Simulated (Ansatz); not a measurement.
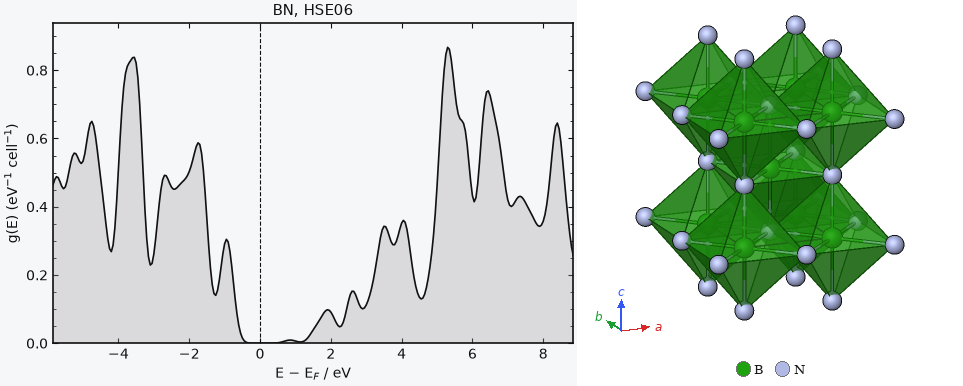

Density of states, beside the structure. Energies are counted from the Fermi level, put mid-gap where there is a gap. The curve is built from the levels of the k mesh with Gaussians 0.4 eV wide, which also blur the band edges.

System: BN, space group I4/mmm (No. 139), 2 atoms in the cell, rocksalt type, epitaxial (xy) strain +1.4%; a = 2.47 Å, b = 2.47 Å, c = 2.50 Å, α = 59.49°, β = 59.49°, γ = 61.01°.

Method: DFT, HSE06, plane waves, PAW, no spin polarisation, 8×8×8 k mesh (Ansatz 0.2.0).

Metal or insulator, going by the density of states?

There is a gap; over the k points computed it is 1.70 eV (indirect; the smallest direct gap is 6.86 eV).

Where is the tallest peak of the filled states in the window?

Within the window shown, the tallest peak of the filled states lies 2.7 eV under the valence-band top, at about 0.84 states per eV and cell.

The cell is at −12 GPa in this functional.
